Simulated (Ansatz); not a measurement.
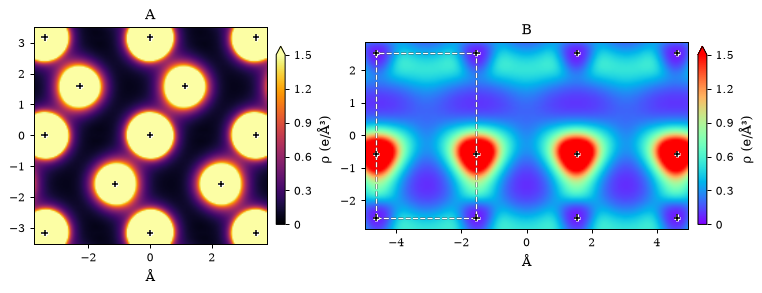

The valence charge density (pseudo) of 2 systems, each on a plane through atoms (crosses mark nuclei in the plane).

These are results of Kohn-Sham DFT of a periodic cell, PBE, Ansatz PAW in Ansatz 0.2.0, not measurements.

System 1: CuO, the (101̄) plane of the conventional cell. Space group C2/c; computed pressure about 6 GPa in this cell.

```
CELL_PARAMETERS angstrom
4.68370 0.00000 0.00000
0.00000 3.42260 0.00000
-0.85003 0.00000 5.05787
ATOMIC_POSITIONS crystal
Cu 0.25000 0.75000 0.50000
Cu 0.75000 0.25000 0.50000
Cu 0.25000 0.25000 0.00000
Cu 0.75000 0.75000 0.00000
O 0.00000 0.58160 0.75000
O 0.50000 0.08160 0.75000
O 0.00000 0.41840 0.25000
O 0.50000 0.91840 0.25000
```

System 2: SiC, the (100) plane of the conventional cell. Space group P6₃mc; not relaxed (largest force 0.8 eV/Å); computed pressure about 4 GPa in this cell.

```
Si C
1.0
     3.07600    0.00000    0.00000
    -1.53800    2.66389    0.00000
     0.00000    0.00000    5.04800
Si C
2 2
Cartesian
  1.5380 0.8880 2.5240
  0.0000 1.7759 0.0000
  1.5380 0.8880 4.4675
  0.0000 1.7759 1.9435
```

**Which map belongs to which system?**

Panel A is system 1, CuO: the plane holds Cu and O. Cu–O (1.95 Å): ρ at the midpoint is about 0.65 e/Å³. Panel B is system 2, SiC: the plane holds Si and C. Si–C (1.94 Å): ρ is about 0.81 e/Å³ halfway.
